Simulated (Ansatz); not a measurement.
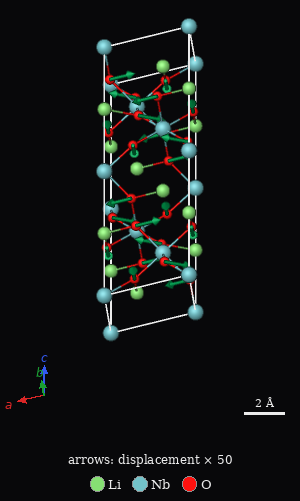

A relaxation of crystalline LiNbO3 (set up in R-3c) (coarse preliminary run). The starting structure is drawn; green arrows show the displacements (the part carried along by the change of the cell is left out), 50 times their true length.

A ball-and-stick model of the conventional cell (3 times the calculation's cell), seen from a free direction. Lengths and directions refer to the drawn axes.

These are results of DFT PBE, scalar-relativistic, plane waves, PAW in Ansatz, not measurements. (plane-wave cutoff 420 eV; k-point mesh 6 × 6 × 6; occupations gaussian; smearing width 0.1 eV; no spin polarisation; cell and atoms relaxed; force threshold 0.05 eV/Å; at most 80 steps)

Q: Atoms of which element are displaced furthest, and by how much?

A: Oxygen: up to 0.031 Å, against 0.000 Å for niobium.

Q: What did the optimiser do to the structure, and how much energy did it gain?

A: The largest moves relative to the cell, 0.031 Å, are those of O atoms. Nb and Li stay in place. The volume changes by +5.6 %, with a = b 5.138 → 5.222 Å (+1.6 %), c 13.499 → 13.793 Å (+2.2 %). Some distances before and after: Li–O 1.923 → 1.986 Å, Nb–O 1.970 → 1.996 Å. The space group stays R-3c (No. 167). The energy falls by 16.2 meV per atom in 5 accepted moves (7 points after the start). The largest force component goes from 0.14 to 0.00028 eV/Å. The pressure goes from 10.14 to 0.05 GPa. The SCF was repeated twice at an unchanged geometry on a basis and grid sized afresh for the cell, which shifted the energy by 3.0 meV per atom at most.
